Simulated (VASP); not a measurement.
## Geometry relaxation of GaCo (part 2 of 3)

Continued. System: GaCo (2 atoms in the cell). Method: Kohn-Sham DFT of a periodic cell, PBE, VASP PAW PBE potentials, recommended, spin-polarised (VASP 6.6.1); cutoff 600 eV, 6×6×6 k-mesh, Gaussian smearing of 0.1 eV, collinear spins. The structure derives from a Materials Project entry.

Geometry of the input (Å; fractional positions):
```
2.8472  0.0000  0.0000
0.0000  2.8472  0.0000
0.0000  0.0000  2.8472
Ga 0.5000  0.5000  0.5000
Co 0.0000  0.0000  0.0000
```

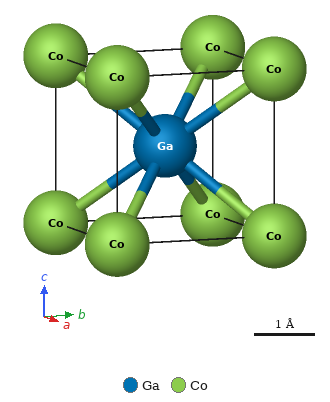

Fig. 1: The input geometry (ball-and-stick view of the cell of the calculation, seen slightly off an axis). An atom can appear more than once, as a periodic image.

**Parts of OUTCAR, continued**
```
 k-point     4 :       0.5000    0.0000    0.0000
  band No.  band energies     occupation
      1      -4.9462      1.00000
      2      -4.7370      1.00000
      3      -4.7354      1.00000
      4      -4.7354      1.00000
      5      -4.6040      1.00000
      6       2.1459      1.00000
      7       3.1634      1.00000
      8       7.7863      1.00000
      9       8.3979      1.00000
     10       8.3979      1.00000
     11       9.4617      1.00000
     12      10.3410      0.05454
     13      21.1845      0.00000
     14      21.1846      0.00000
     15      22.0115      0.00000

 k-point     5 :       0.1667    0.1667    0.0000
  band No.  band energies     occupation
      1      -4.9540      1.00000
      2      -4.8848      1.00000
      3      -4.6953      1.00000
      4      -4.6596      1.00000
      5      -4.6453      1.00000
      6      -1.0464      1.00000
      7       7.4763      1.00000
      8       7.5267      1.00000
      9       8.7586      1.00000
     10       9.0547      1.00000
     11       9.3248      1.00000
     12      13.1403      0.00000
     13      13.8937      0.00000
     14      17.2616      0.00000
     15      22.1649      0.00000

 [... the levels of 14 k-points are left out ...]

 k-point    20 :       0.5000    0.5000    0.5000
  band No.  band energies     occupation
      1      -4.9129      1.00000
      2      -4.9129      1.00000
      3      -4.9129      1.00000
      4      -4.4513      1.00000
      5      -4.4513      1.00000
      6       5.9667      1.00000
      7       5.9667      1.00000
      8       5.9667      1.00000
      9      10.0065      0.99912
     10      10.0066      0.99912
     11      11.1036      0.00000
     12      14.1526      0.00000
     13      14.1526      0.00000
     14      14.1527      0.00000
     15      15.1535      0.00000
 Fermi energy:        10.2276968724

 spin component 2

 k-point     1 :       0.0000    0.0000    0.0000
  band No.  band energies     occupation
      1      -5.0085      1.00000
      2      -5.0085      1.00000
      3      -4.6293      1.00000
      4      -4.6293      1.00000
      5      -4.6293      1.00000
      6      -2.1178      1.00000
      7       7.5676      1.00000
      8       7.5676      1.00000
      9       9.4630      1.00000
     10       9.4630      1.00000
     11       9.4630      1.00000
     12      15.5564      0.00000
     13      15.5564      0.00000
     14      15.5564      0.00000
     15      21.4970      0.00000

 k-point     2 :       0.1667    0.0000    0.0000
  band No.  band energies     occupation
      1      -4.9930      1.00000
      2      -4.9360      1.00000
      3      -4.6561      1.00000
      4      -4.6561      1.00000
      5      -4.6230      1.00000
      6      -1.5788      1.00000
      7       7.3928      1.00000
      8       7.6228      1.00000
      9       9.1404      1.00000
     10       9.1404      1.00000
     11       9.4639      1.00000
     12      12.7955      0.00000
     13      16.4715      0.00000
     14      16.4715      0.00000
     15      21.5847      0.00000

 k-point     3 :       0.3333    0.0000    0.0000
  band No.  band energies     occupation
      1      -4.9620      1.00000
      2      -4.8009      1.00000
      3      -4.7093      1.00000
      4      -4.7093      1.00000
      5      -4.6105      1.00000
      6       0.0230      1.00000
      7       5.7394      1.00000
      8       7.7375      1.00000
      9       8.6210      1.00000
     10       8.6210      1.00000
     11       9.4656      1.00000
     12      10.6036      0.00000
     13      18.7583      0.00000
     14      18.7583      0.00000
     15      21.8257      0.00000

 k-point     4 :       0.5000    0.0000    0.0000
  band No.  band energies     occupation
      1      -4.9465      1.00000
      2      -4.7372      1.00000
      3      -4.7356      1.00000
      4      -4.7356      1.00000
      5      -4.6042      1.00000
      6       2.1448      1.00000
      7       3.1636      1.00000
      8       7.7972      1.00000
      9       8.4017      1.00000
     10       8.4017      1.00000
     11       9.4664      1.00000
     12      10.3539      0.03719
     13      21.1847      0.00000
     14      21.1851      0.00000
     15      22.0095      0.00000

 k-point     5 :       0.1667    0.1667    0.0000
  band No.  band energies     occupation
      1      -4.9542      1.00000
      2      -4.8850      1.00000
      3      -4.6955      1.00000
      4      -4.6598      1.00000
      5      -4.6455      1.00000
      6      -1.0474      1.00000
      7       7.4847      1.00000
      8       7.5357      1.00000
      9       8.7633      1.00000
     10       9.0589      1.00000
     11       9.3294      1.00000
     12      13.1434      0.00000
     13      13.8951      0.00000
     14      17.2612      0.00000
     15      22.1670      0.00000

 [... the levels of 14 k-points are left out ...]

 k-point    20 :       0.5000    0.5000    0.5000
  band No.  band energies     occupation
      1      -4.9131      1.00000
      2      -4.9131      1.00000
      3      -4.9131      1.00000
      4      -4.4515      1.00000
      5      -4.4515      1.00000
      6       5.9683      1.00000
      7       5.9683      1.00000
      8       5.9683      1.00000
      9      10.0207      0.99829
     10      10.0207      0.99829
     11      11.1026      0.00000
     12      14.1509      0.00000
     13      14.1509      0.00000
     14      14.1511      0.00000
     15      15.1556      0.00000

------------------------ aborting loop because EDIFF is reached ----------------------------------------

  FORCE on cell =-STRESS in cart. coord.  units (eV):
  Direction    XX          YY          ZZ          XY          YZ          ZX
  --------------------------------------------------------------------------------------
  -------------------------------------------------------------------------------------
  Total        1.0032780      1.0032780      1.0032780      0.0000000      0.0000000     -0.0000000
  in kB       69.6409495     69.6409495     69.6409495      0.0000000      0.0000000     -0.0000000
  external PRESSURE =      69.6409495 kB  Pullay stress =       0.0000000 kB

 VOLUME and BASIS-vectors are now :
 -----------------------------------------------------------------------------
  energy-cutoff  :      600.00
  volume of cell :       23.08
      direct lattice vectors                 reciprocal lattice vectors
     2.847229000  0.000000000  0.000000000     0.351218676  0.000000000  0.000000000
     0.000000000  2.847229000  0.000000000     0.000000000  0.351218676  0.000000000
     0.000000000  0.000000000  2.847229000     0.000000000  0.000000000  0.351218676

 POSITION                                       TOTAL-FORCE (eV/Angst)
 -----------------------------------------------------------------------------------
      1.42361      1.42361      1.42361         0.000000      0.000000      0.000000
      0.00000      0.00000      0.00000         0.000000      0.000000      0.000000
 -----------------------------------------------------------------------------------
    total drift:                                0.000000      0.000000     -0.000000

  FREE ENERGIE OF THE ION-ELECTRON SYSTEM (eV)
  ---------------------------------------------------
  free  energy   TOTEN  =       -10.4713282104 eV

  energy  without entropy=      -10.4663658528  energy(sigma->0) =      -10.46884703

--------------------------------------- Ionic step        2  -------------------------------------------

 number of electron      22.0000008 magnetization       0.0094162

------------------------ aborting loop because EDIFF is reached ----------------------------------------

  FORCE on cell =-STRESS in cart. coord.  units (eV):
  Direction    XX          YY          ZZ          XY          YZ          ZX
  --------------------------------------------------------------------------------------
  -------------------------------------------------------------------------------------
  Total       -0.8904326     -0.8904326     -0.8904326     -0.0000000     -0.0000000      0.0000000
  in kB      -57.5293686    -57.5293686    -57.5293686     -0.0000000     -0.0000000      0.0000000
  external PRESSURE =     -57.5293686 kB  Pullay stress =       0.0000000 kB

 VOLUME and BASIS-vectors are now :
 -----------------------------------------------------------------------------
  energy-cutoff  :      600.00
  volume of cell :       24.80
      direct lattice vectors                 reciprocal lattice vectors
     2.916133073  0.000000000 -0.000000000     0.342919879 -0.000000000  0.000000000
     0.000000000  2.916133073 -0.000000000    -0.000000000  0.342919879 -0.000000000
    -0.000000000  0.000000000  2.916133073     0.000000000  0.000000000  0.342919879

 POSITION                                       TOTAL-FORCE (eV/Angst)
 -----------------------------------------------------------------------------------
      1.45807      1.45807      1.45807        -0.000000      0.000000      0.000000
      0.00000      0.00000      0.00000         0.000000     -0.000000      0.000000
 -----------------------------------------------------------------------------------
    total drift:                                0.000000      0.000000     -0.000000

  FREE ENERGIE OF THE ION-ELECTRON SYSTEM (eV)
  ---------------------------------------------------
  free  energy   TOTEN  =       -10.4726852017 eV

  energy  without entropy=      -10.4668042364  energy(sigma->0) =      -10.46974472

--------------------------------------- Ionic step        3  -------------------------------------------

 number of electron      22.0000019 magnetization       0.0046269

 Free energy of the ion-electron system (eV)
  ---------------------------------------------------
  ext. energy  EPLUGINS =         0.00000000
  ---------------------------------------------------
  free energy    TOTEN  =       -10.48903468 eV

  energy without entropy =      -10.48361336  energy(sigma->0) =      -10.48632402

 E-fermi :   9.7252     XC(G=0): -13.1679     alpha+bet :-17.2035

 val. band max:        9.6974737513   @ k =   0.5000   0.3333   0.0000
 cond. band min:       9.8157632555   @ k =   0.5000   0.1667   0.0000
 fundamental gap:      0.1182895042
 Fermi energy:         9.7252254266

 spin component 1

 k-point     1 :       0.0000    0.0000    0.0000
  band No.  band energies     occupation
      1      -5.4319      1.00000
      2      -5.4319      1.00000
      3      -5.0892      1.00000
      4      -5.0892      1.00000
      5      -5.0892      1.00000
      6      -2.3087      1.00000
      7       7.1968      1.00000
      8       7.1968      1.00000
      9       8.9978      1.00000
     10       8.9978      1.00000
     11       8.9978      1.00000
     12      14.9320      0.00000
     13      14.9320      0.00000
     14      14.9320      0.00000
     15      20.7576      0.00000

 k-point     2 :       0.1667    0.0000    0.0000
  band No.  band energies     occupation
      1      -5.4184      1.00000
      2      -5.3653      1.00000
      3      -5.1137      1.00000
      4      -5.1137      1.00000
      5      -5.0836      1.00000
      6      -1.7848      1.00000
      7       7.0242      1.00000
      8       7.2519      1.00000
      9       8.6938      1.00000
     10       8.6938      1.00000
     11       8.9995      1.00000
     12      12.2049      0.00000
     13      15.8118      0.00000
     14      15.8118      0.00000
     15      20.8563      0.00000

 k-point     3 :       0.3333    0.0000    0.0000
  band No.  band energies     occupation
      1      -5.3915      1.00000
      2      -5.2403      1.00000
      3      -5.1625      1.00000
      4      -5.1625      1.00000
      5      -5.0725      1.00000
      6      -0.2300      1.00000
      7       5.3862      1.00000
      8       7.3662      1.00000
      9       8.2027      1.00000
     10       8.2027      1.00000
     11       9.0030      1.00000
     12      10.0689      0.00000
     13      18.0177      0.00000
     14      18.0177      0.00000
     15      21.1324      0.00000

 k-point     4 :       0.5000    0.0000    0.0000
  band No.  band energies     occupation
      1      -5.3780      1.00000
      2      -5.1867      1.00000
      3      -5.1867      1.00000
      4      -5.1811      1.00000
      5      -5.0669      1.00000
      6       1.7981      1.00000
      7       2.8946      1.00000
      8       7.4256      1.00000
      9       7.9950      1.00000
     10       7.9950      1.00000
     11       9.0047      1.00000
     12       9.8335      0.06288
     13      20.3416      0.00000
     14      20.3416      0.00000
     15      21.3428      0.00000

 k-point     5 :       0.1667    0.1667    0.0000
  band No.  band energies     occupation
      1      -5.3829      1.00000
      2      -5.3194      1.00000
      3      -5.1490      1.00000
      4      -5.1165      1.00000
      5      -5.1045      1.00000
      6      -1.2685      1.00000
      7       7.1149      1.00000
      8       7.1643      1.00000
      9       8.3349      1.00000
     10       8.6182      1.00000
     11       8.8711      1.00000
     12      12.5645      0.00000
     13      13.2384      0.00000
     14      16.5730      0.00000
     15      21.3740      0.00000

 [... the levels of 14 k-points are left out ...]

 k-point    20 :       0.5000    0.5000    0.5000
  band No.  band energies     occupation
      1      -5.3470      1.00000
      2      -5.3470      1.00000
      3      -5.3470      1.00000
      4      -4.9265      1.00000
      5      -4.9265      1.00000
      6       5.6678      1.00000
      7       5.6678      1.00000
      8       5.6678      1.00000
      9       9.5196      0.99818
     10       9.5196      0.99818
     11      10.3731      0.00000
     12      13.5822      0.00000
     13      13.5822      0.00000
     14      13.5822      0.00000
     15      14.4933      0.00000
 Fermi energy:         9.7252254266

 spin component 2

 k-point     1 :       0.0000    0.0000    0.0000
  band No.  band energies     occupation
      1      -5.4320      1.00000
      2      -5.4320      1.00000
      3      -5.0892      1.00000
      4      -5.0892      1.00000
      5      -5.0892      1.00000
      6      -2.3091      1.00000
      7       7.2039      1.00000
      8       7.2039      1.00000
      9       9.0007      1.00000
     10       9.0007      1.00000
     11       9.0007      1.00000
     12      14.9316      0.00000
     13      14.9316      0.00000
     14      14.9317      0.00000
     15      20.7594      0.00000

 k-point     2 :       0.1667    0.0000    0.0000
  band No.  band energies     occupation
      1      -5.4185      1.00000
      2      -5.3654      1.00000
      3      -5.1138      1.00000
      4      -5.1138      1.00000
      5      -5.0837      1.00000
      6      -1.7852      1.00000
      7       7.0302      1.00000
      8       7.2591      1.00000
      9       8.6965      1.00000
     10       8.6965      1.00000
     11       9.0025      1.00000
     12      12.2067      0.00000
     13      15.8116      0.00000
     14      15.8116      0.00000
     15      20.8579      0.00000

 k-point     3 :       0.3333    0.0000    0.0000
  band No.  band energies     occupation
      1      -5.3916      1.00000
      2      -5.2404      1.00000
      3      -5.1626      1.00000
      4      -5.1626      1.00000
      5      -5.0726      1.00000
      6      -0.2304      1.00000
      7       5.3877      1.00000
      8       7.3737      1.00000
      9       8.2053      1.00000
     10       8.2053      1.00000
     11       9.0060      1.00000
     12      10.0760      0.00000
     13      18.0178      0.00000
     14      18.0178      0.00000
     15      21.1326      0.00000

 k-point     4 :       0.5000    0.0000    0.0000
  band No.  band energies     occupation
      1      -5.3781      1.00000
      2      -5.1868      1.00000
      3      -5.1868      1.00000
      4      -5.1812      1.00000
      5      -5.0670      1.00000
      6       1.7976      1.00000
      7       2.8949      1.00000
      8       7.4332      1.00000
      9       7.9975      1.00000
     10       7.9975      1.00000
     11       9.0077      1.00000
     12       9.8423      0.04887
     13      20.3417      0.00000
     14      20.3418      0.00000
     15      21.3426      0.00000

 k-point     5 :       0.1667    0.1667    0.0000
  band No.  band energies     occupation
      1      -5.3830      1.00000
      2      -5.3195      1.00000
      3      -5.1491      1.00000
      4      -5.1166      1.00000
      5      -5.1046      1.00000
      6      -1.2689      1.00000
      7       7.1208      1.00000
      8       7.1706      1.00000
      9       8.3380      1.00000
     10       8.6210      1.00000
     11       8.8740      1.00000
     12      12.5666      0.00000
     13      13.2395      0.00000
     14      16.5729      0.00000
     15      21.3751      0.00000

 [... the levels of 14 k-points are left out ...]

 k-point    20 :       0.5000    0.5000    0.5000
  band No.  band energies     occupation
      1      -5.3471      1.00000
      2      -5.3471      1.00000
      3      -5.3471      1.00000
      4      -4.9266      1.00000
      5      -4.9266      1.00000
      6       5.6689      1.00000
      7       5.6689      1.00000
      8       5.6689      1.00000
      9       9.5292      0.99722
     10       9.5292      0.99722
     11      10.3727      0.00000
     12      13.5820      0.00000
     13      13.5820      0.00000
     14      13.5820      0.00000
     15      14.4947      0.00000

------------------------ aborting loop because EDIFF is reached ----------------------------------------

  FORCE on cell =-STRESS in cart. coord.  units (eV):
  Direction    XX          YY          ZZ          XY          YZ          ZX
  --------------------------------------------------------------------------------------
  -------------------------------------------------------------------------------------
  Total        0.0072602      0.0072602      0.0072602      0.0000000     -0.0000000      0.0000000
  in kB        0.4860990      0.4860990      0.4860990      0.0000000     -0.0000000      0.0000000
  external PRESSURE =       0.4860990 kB  Pullay stress =       0.0000000 kB

 VOLUME and BASIS-vectors are now :
 -----------------------------------------------------------------------------
  energy-cutoff  :      600.00
  volume of cell :       23.93
      direct lattice vectors                 reciprocal lattice vectors
     2.881674676  0.000000000 -0.000000000     0.347020435 -0.000000000  0.000000000
     0.000000000  2.881674676 -0.000000000    -0.000000000  0.347020435 -0.000000000
    -0.000000000  0.000000000  2.881674676     0.000000000  0.000000000  0.347020435

 POSITION                                       TOTAL-FORCE (eV/Angst)
 -----------------------------------------------------------------------------------
      1.44084      1.44084      1.44084        -0.000000      0.000000      0.000000
      0.00000      0.00000      0.00000         0.000000     -0.000000      0.000000
 -----------------------------------------------------------------------------------
    total drift:                                0.000000      0.000000     -0.000000

  FREE ENERGIE OF THE ION-ELECTRON SYSTEM (eV)
  ---------------------------------------------------
  free  energy   TOTEN  =       -10.4890346762 eV

  energy  without entropy=      -10.4836133592  energy(sigma->0) =      -10.48632402

 reached required accuracy - stopping structural energy minimisation

 total charge

# of ion       s       p       d       tot
------------------------------------------
    1        0.846   0.884  10.051  11.780
    2        0.385   0.451   7.509   8.345
--------------------------------------------------
tot          1.230   1.336  17.560  20.126

 magnetization (x)

# of ion       s       p       d       tot
------------------------------------------
    1       -0.000  -0.000  -0.000  -0.000
    2        0.000  -0.000   0.005   0.005
--------------------------------------------------
tot         -0.000  -0.000   0.005   0.005
```

**CONTCAR**
```
GaCo
   1.00000000000000
     2.8816746758007592    0.0000000000000000   -0.0000000000000000
     0.0000000000000000    2.8816746758007592   -0.0000000000000000
    -0.0000000000000000    0.0000000000000000    2.8816746758007592
  Ga              Co
     1     1
Direct
     0.5000000000000000    0.5000000000000000    0.5000000000000000
     0.0000000000000000    0.0000000000000000    0.0000000000000000

  0.00000000E+00  0.00000000E+00  0.00000000E+00
  0.00000000E+00  0.00000000E+00  0.00000000E+00
```
